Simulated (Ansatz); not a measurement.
System: Al.

```
CELL_PARAMETERS angstrom
-2.80112 0.00000 0.00000
0.00000 -4.85168 0.00000
0.18386 0.00000 9.19283
ATOMIC_POSITIONS crystal
Al 0.50000 0.50000 0.00000
Al 0.00000 0.00000 0.00000
Al 0.00000 0.66667 0.25000
Al 0.50000 0.16667 0.25000
Al 0.50000 0.50000 0.50000
Al 0.00000 0.00000 0.50000
Al 0.50000 0.83333 0.75000
Al 0.00000 0.33333 0.75000
```

Space group C2/c; a structure from a database of computed crystals, not necessarily the ambient phase.

Method: DFT PBEsol+D3(BJ), scalar-relativistic, plane waves, PAW (Ansatz 0.2.0).

### What will maps of the valence pseudo-density and electron localisation function show?

Al–Al (2.80 Å): ρ at the midpoint is about 0.22 e/Å³; the ELF peaks at about 0.65 between the atoms.

### Does the calculation make it a metal, or give it a gap?

It is metallic or semimetallic at this level of theory: no gap opens.

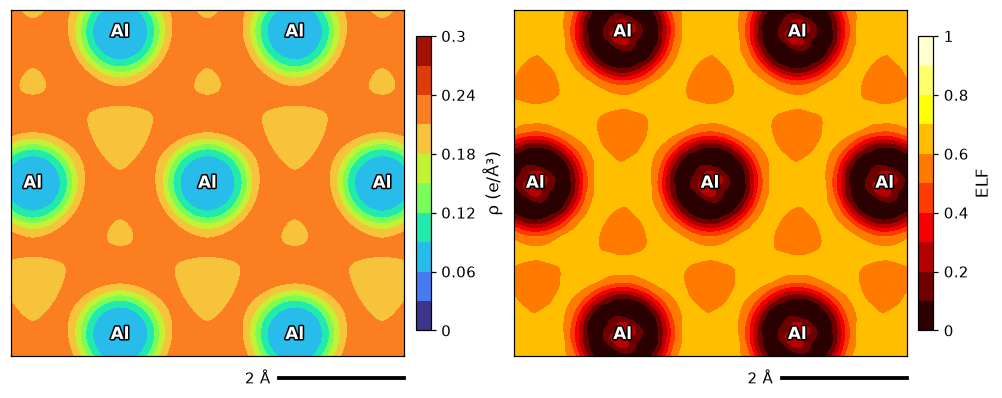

Computed valence pseudo-density and electron localisation function on the (001) plane of the conventional cell, in this order. 

In a PAW calculation such maps are meaningful between the atoms, not at the nuclei.
